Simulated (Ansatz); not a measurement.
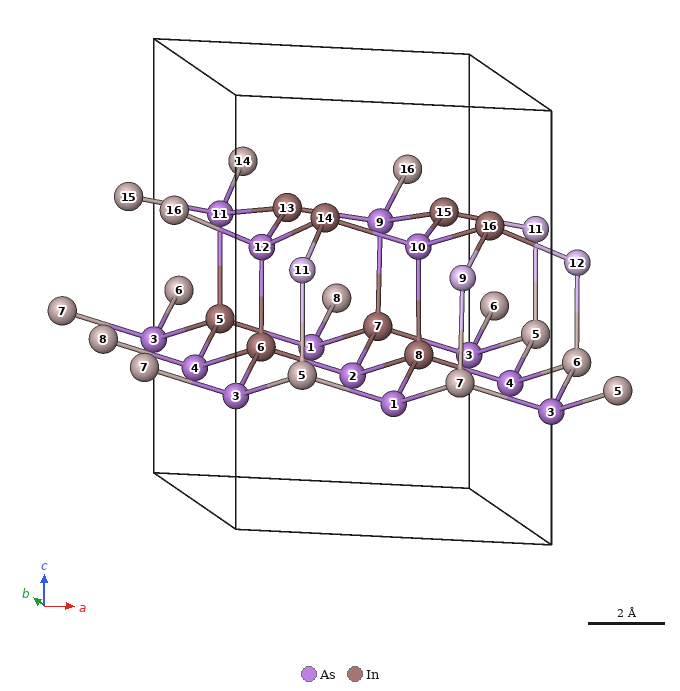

The structure (ball-and-stick view of the cell of the calculation, with the vacuum cut short, seen slightly off an axis; neighbours outside the cell are drawn fainter; atoms are numbered from 1 in the order of the input). An atom can appear more than once, as a periodic image.

InAs: single-point calculation (part 1 of 2)

System: InAs (slab, 16 atoms in the cell).
Method: DFT PBE+D3(BJ), scalar-relativistic, plane waves, PAW, no spin polarisation (Ansatz 0.2.0).

The structure derives from an entry of the Crystallography Open Database. It belongs to a series of runs on one base structure; here: the slab at its places in the relaxed adsorbed structure. Figures and captions count atoms from 1; the log counts them from 0 in places.

## The input
```yaml
crystal:
  lattice:
    - [8.6438581911, 0.0, 0.0]
    - [-4.3219290956, 7.4858007802, 0.0]
    - [0.0, 0.0, 23.1870504119]
  atoms:
    - { symbol: As, position: [0.5, 0.0, 0.3450201667] }
    - { symbol: As, position: [0.5, 0.5, 0.3450201667] }
    - { symbol: As, position: [0.0, 0.0, 0.3450201667] }
    - { symbol: As, position: [0.0, 0.5, 0.3450201667] }
    - { symbol: In, position: [0.1666666667, 0.8333333333, 0.3830677005] }
    - { symbol: In, position: [0.1666666667, 0.3333333333, 0.3830677005] }
    - { symbol: In, position: [0.6666666667, 0.8333333333, 0.3830677005] }
    - { symbol: In, position: [0.6666666667, 0.3333333333, 0.3830677005] }
    - { symbol: As, position: [0.6799083001, 0.8514416974, 0.5035478054] }
    - { symbol: As, position: [0.6633444096, 0.326329576, 0.5085833104] }
    - { symbol: As, position: [0.1720061083, 0.851046474, 0.5035640328] }
    - { symbol: As, position: [0.1713220734, 0.3417711207, 0.4980945166] }
    - { symbol: In, position: [0.3395069114, 0.6780633236, 0.5249072646] }
    - { symbol: In, position: [0.3298103193, 0.180561909, 0.5454161263] }
    - { symbol: In, position: [0.833677256, 0.6669339684, 0.5292807679] }
    - { symbol: In, position: [0.8517856792, 0.1812231831, 0.5455016419] }
basis:
  ecutwfc: 420
kpoints:
  mp_grid: { grid: [3, 3, 1] }
hamiltonian:
  xc: pbe
  dispersion: d3bj
scf:
  occupations: { method: gaussian, width: 0.1 }
output:
  forces: true
  eigenvalues: true
  write_density: true
  volumetric_format: npy
efield:
  axis: 3
  dipole_correction: true
  ramp_width: 0.04
```

Launched with:
```bash
ansatz run input.yaml --threads 4 --pin off --max-ram 10240MiB --backend cpu --events-out ev --progress --plain --runs-dir out
```

## Log
```
Engine: ansatz 0.2.0, aarch64-unknown-linux-gnu
Pseudopotentials: kind: paw
Pseudopotential: As, paw, valence charge 15, recommended cutoff 420 eV (normal), As.paw.azcp
Pseudopotential: In, paw, valence charge 13, recommended cutoff 420 eV (normal), In.paw.azcp
Functional definition: PBE
  parameter kappa = 0.804
  parameter beta = 0.06672455060314922
  exchange = pbe_x(kappa = kappa, mu = beta*pi^2/3)
  correlation = pbe_c(beta = beta)
Crystal: 16 atoms, lattice volume = 1500.346 Å³
Basis set: ecut = 420 eV, 29351 PW (Γ), exchange–correlation on 120×120×320 points (8 copies of the dense FFT grid, shifted against one another)
Bands: 135, of which v1, the nominal top of the filled ones, is band 112 counted from 1 (111 counted from 0)
Symmetry: 1 space group operations
Space group: P1 (ITA 1), of the structure as read, at distance tolerance 1.1e-4 Å
k-points: 5 of 9 (time reversal used)
Non-local potential: As, projectors of the file, l = 0: 2, l = 1: 2, l = 2: 3, l = 3: 1
Non-local potential: In, projectors of the file, l = 0: 2, l = 1: 2, l = 2: 2, l = 3: 2
PAW form: soft (Blöchl's): semilocal exchange-correlation on the pseudo side does not see the compensation charge
PAW one-centre angular grid: As, 590 points (default); XC on 64 Gauss nodes
PAW one-centre angular grid: In, 590 points (default); XC on 64 Gauss nodes
Initial density: superposition of atomic densities (neutral atoms: chi_scale 0, normalization atom), corrected by the library's trained network
Initial wavefunctions: pseudopotential atomic-orbital guess
Functional: x = pbe(κ = 0.804, μ = 0.2195149727645171), c = pbe(β = 0.06672455060314922)
SCF iter   1: F=—  HF=-83633.570453 eV  |F-HF|=—  |Δ(HF+E_count)|=         —  Δρ=2.46e-3  dr2=1.11e0  ethr=1.77e-3  p=0.632 e·Å  D=7.63e-2 V/Å  ΔV_dip=-1.77 eV  dr2_dipole=3.20e-1  V_vac-E_F(+/−)=3.44/5.21 eV  ⟨swp⟩=7.0  Hψ=2820  notcnv=0  defer=7
efield: sawtooth ramp at fractional position 0.9253 (placed from the atoms, in the widest stretch of the axis that holds none; the zero of the levels goes with the place), width 0.0400; the density the first Hamiltonian is built on has a dipole p = 0.632 e·Å; the dipole correction subtracts the counter field D = 7.63e-2 V/Å, which shifts the + side's vacuum level by -1.77 eV against the − side's; the planar-averaged density in the ramp window peaks in size at 9.9e-7 e/Å³
preconditioner: auto → LDOS  [insulator: Δε(μ)=0.255 eV  Ē_g=13.084 eV  σ=0.100 eV  W_gap=0.93  n_scr=188 (ndim 8)  ℏωp=11.5 eV  f_vac=0.654  D(μ)=0.74/eV (n_scr^D=2)  ε∞_Penn≈1.8  β→1.0]
SCF iter   2: F=—  HF=-83633.576823 eV  |F-HF|=—  |Δ(HF+E_count)|=   6.37e-3  Δρ=2.56e-3  dr2=1.63e0  ethr=4.96e-4  p=0.846 e·Å  D=1.02e-1 V/Å  ΔV_dip=-2.37 eV  dr2_dipole=5.56e-1  V_vac-E_F(+/−)=3.14/5.51 eV  ⟨swp⟩=2.4  Hψ=903  notcnv=0  defer=75
SCF iter   3: F=—  HF=-83633.466168 eV  |F-HF|=—  |Δ(HF+E_count)|=   1.11e-1  Δρ=5.09e-4  dr2=3.08e-2  ethr=4.96e-4  p=0.720 e·Å  D=8.69e-2 V/Å  ΔV_dip=-2.01 eV  dr2_dipole=9.26e-3  V_vac-E_F(+/−)=3.28/5.30 eV  ⟨swp⟩=2.0  Hψ=699  notcnv=0  defer=75
SCF iter   4: F=—  HF=-83633.466486 eV  |F-HF|=—  |Δ(HF+E_count)|=   3.18e-4  Δρ=1.72e-4  dr2=1.00e-3  ethr=1.38e-5  p=0.734 e·Å  D=8.85e-2 V/Å  ΔV_dip=-2.05 eV  dr2_dipole=4.43e-5  V_vac-E_F(+/−)=3.26/5.32 eV  ⟨swp⟩=1.0  Hψ=780  notcnv=0  defer=74
SCF iter   5: F=—  HF=-83633.466503 eV  |F-HF|=—  |Δ(HF+E_count)|=   1.69e-5  Δρ=7.65e-5  dr2=2.86e-4  ethr=4.46e-7  p=0.734 e·Å  D=8.85e-2 V/Å  ΔV_dip=-2.05 eV  dr2_dipole=9.81e-6  V_vac-E_F(+/−)=3.27/5.32 eV  ⟨swp⟩=2.0  Hψ=911  notcnv=0  defer=74
SCF iter   6: F=—  HF=-83633.466502 eV  |F-HF|=—  |Δ(HF+E_count)|=   1.00e-6  Δρ=3.56e-5  dr2=4.47e-5  ethr=1.28e-7  p=0.732 e·Å  D=8.83e-2 V/Å  ΔV_dip=-2.05 eV  dr2_dipole=2.37e-7  V_vac-E_F(+/−)=3.27/5.32 eV  ⟨swp⟩=2.0  Hψ=901  notcnv=0  defer=74
SCF iter   7: F=—  HF=-83633.466613 eV  |F-HF|=—  |Δ(HF+E_count)|=   1.11e-4  Δρ=1.76e-5  dr2=2.73e-5  ethr=2.00e-8  p=0.732 e·Å  D=8.83e-2 V/Å  ΔV_dip=-2.05 eV  dr2_dipole=5.93e-6  V_vac-E_F(+/−)=3.27/5.32 eV  ⟨swp⟩=2.0  Hψ=963  notcnv=0  defer=74
SCF iter   8: F=—  HF=-83633.466613 eV  |F-HF|=—  |Δ(HF+E_count)|=   6.46e-7  Δρ=6.14e-6  dr2=2.13e-6  ethr=1.22e-8  p=0.732 e·Å  D=8.83e-2 V/Å  ΔV_dip=-2.05 eV  dr2_dipole=3.63e-7  V_vac-E_F(+/−)=3.27/5.32 eV  ⟨swp⟩=2.0  Hψ=692  notcnv=0  defer=74
SCF iter   9: F=—  HF=-83633.466614 eV  |F-HF|=—  |Δ(HF+E_count)|=   3.52e-7  Δρ=2.17e-6  dr2=1.86e-7  ethr=9.50e-10  p=0.732 e·Å  D=8.83e-2 V/Å  ΔV_dip=-2.05 eV  dr2_dipole=1.61e-8  V_vac-E_F(+/−)=3.27/5.32 eV  ⟨swp⟩=2.0  Hψ=908  notcnv=0  defer=74
SCF iter  10: F=-83633.466614 eV  HF=-83633.466614 eV  |F-HF|=1.04e-8  |Δ(HF+E_count)|=   1.31e-7  Δρ=7.53e-7  dr2=3.53e-8  ethr=4.46e-11  p=0.732 e·Å  D=8.83e-2 V/Å  ΔV_dip=-2.05 eV  dr2_dipole=5.80e-9  V_vac-E_F(+/−)=3.27/5.32 eV  ⟨swp⟩=17.2  Hψ=3216  notcnv=0
SCF 1 converged in 10 iterations: F = -83633.466614 eV  dr2 = 3.53e-8
  greatest PAW one-centre occupation: 0.999 electrons in one spin orbital (limit 2), on the As atom at site 1 (counted from 0), in its partial waves of l = 2
```

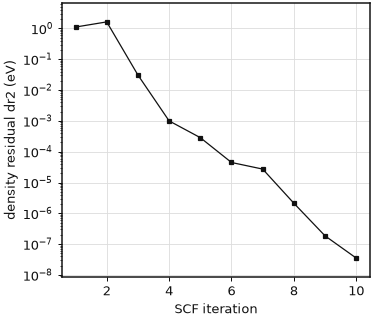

Convergence of the self-consistent field: density residual dr2 against the SCF iteration. The residual falls almost steadily, with no more than small rises.

```
SCF converged after 10 iterations
Free energy (F): -83633.466614 eV
Harris-Foulkes:  -83633.466614 eV  (|F-HF|=1.04e-8)
Internal energy: -83633.428397 eV  (E = F + TS)
E sigma→0 (E₀):  -83633.447505 eV
Entropy (-TS):   -0.038217 eV (-2.389 meV/atom)
Fermi energy:    -0.634670 eV
Dipole field:    D = 0.088309 V/Å  (p = 0.732210 e·Å, saw-weighted, corrected)
Work function:   Φ+ = 3.2701 eV   Φ− = 5.3177 eV
Levels:          The Fermi level and band energies are counted from a zero that moves with the ramp; work functions are not
--- Per-component energies (eV) ---
  E_band       = -4432.589566
  E_kinetic    = 2756.028161
  E_local      = -165289.791625  (includes V_loc(G=0)·N_el)
  E_nonlocal   = -2431.703630
  E_hartree    = 81254.138754
  E_xc         = -2349.836339
  E_vxc        = -1418.710260  (∫ρ·V_xc dr)
  E_paw        = -47913.364063  (= ΣΔE_a)
  E_vpaw       = -558.834455  (= ΣTr[D̂ρ^β])
  E_aug_tail   = 0.000274  (compensation charges beyond the density's cutoff)
  E_efield     = 0.032330  (sawtooth field / dipole correction)
  E_vefield    = 2.162441  (∫n·V_field dr)
  E_ewald      = 50344.409098
  E_disp       = -3.341357  (pairwise vdW)
  E_smearing   = -0.038217  (= −TS)
  E_closure    = -0.000000  (closes the sum)
  Σ components = -83633.466614   (vs F -83633.466614, Δ=0.00e0)
--- Forces (eV/Å), atoms counted from 1 ---
  atom   1  As     0.00031532    -0.00038196     0.25598462
  atom   2  As     0.00395454     0.03172701     0.30601053
  atom   3  As     0.00080445     0.00678115     0.20927307
  atom   4  As    -0.00290887     0.03180443     0.30611775
  atom   5  In    -0.01809883     0.08545385    -0.34901600
  atom   6  In    -0.00178113    -0.14610352    -0.79432786
  atom   7  In     0.01783539     0.08526289    -0.34871014
  atom   8  In     0.00007535    -0.09639615    -0.10196970
  atom   9  As     0.04106815     0.08471954     0.21078070
  atom  10  As     0.00521213    -0.04485860    -0.02878856
  atom  11  As    -0.04048534     0.07409774     0.20678530
  atom  12  As     0.00077307    -0.11590670     0.63950468
  atom  13  In     0.00020970     0.07292075    -0.01123299
  atom  14  In     0.17667136     0.00836939    -0.18907711
  atom  15  In    -0.00147928    -0.07425838    -0.11981371
  atom  16  In    -0.18216596    -0.00323451    -0.19154685
  max |Σ_I F_I| component: 2.63e-5 eV/Å
--- Band table (eV; the first three rows and the last of 5) ---
  k-point 0: bands = ["-36.5234", "-36.5111", "-36.5043", "-36.4769", "-36.4737", "-36.4345", "-36.4327", "-36.4269", "-36.4252", "-36.4207", "-36.4189", "-36.4166", "-36.4148", "-36.4144", "-36.4092", "-36.4076", "-36.4075", "-36.3966", "-36.3860", "-36.3845", "-35.3265", "-35.3260", "-35.3249", "-35.3245", "-35.3228", "-35.3223", "-35.3203", "-35.3198", "-35.3181", "-35.3178", "-35.2582", "-35.2576", "-35.2467", "-35.2459", "-35.2451", "-35.2446", "-35.2442", "-35.2327", "-35.2301", "-35.2291", "-15.9660", "-15.9541", "-15.9471", "-15.9067", "-15.8593", "-15.8501", "-15.8178", "-15.8108", "-15.7774", "-15.7691", "-15.7384", "-15.7179", "-15.6927", "-15.6851", "-15.6786", "-15.6596", "-15.6102", "-15.6024", "-15.5838", "-15.5778", "-14.8973", "-14.8553", "-14.8539", "-14.8324", "-14.7867", "-14.7627", "-14.7570", "-14.7417", "-14.7362", "-14.7206", "-14.7180", "-14.7112", "-14.6847", "-14.6820", "-14.6550", "-14.6479", "-14.6445", "-14.6151", "-14.6136", "-14.6056", "-12.4952", "-11.5021", "-11.4152", "-11.3746", "-11.0933", "-10.1196", "-10.0855", "-10.0585", "-6.9628", "-6.8568", "-6.7928", "-5.9566", "-5.8430", "-5.8280", "-5.3315", "-3.3671", "-3.2048", "-3.1764", "-3.1181", "-3.0747", "-2.9969", "-2.8964", "-2.0094", "-1.9975", "-1.7870", "-1.7794", "-1.7760", "-1.7334", "-1.5846", "-1.5486", "-0.6349", "-0.6295", "-0.5994", "-0.4413", "-0.2199", "0.0376", "0.3121", "0.4350", "0.7886", "0.9237", "1.0214", "1.4617", "1.5931", "1.6025", "2.4810", "2.4989", "2.5695", "2.7315", "3.0676", "3.0932", "3.7317", "3.8763", "3.9848", "4.0611", "4.1023"]
```
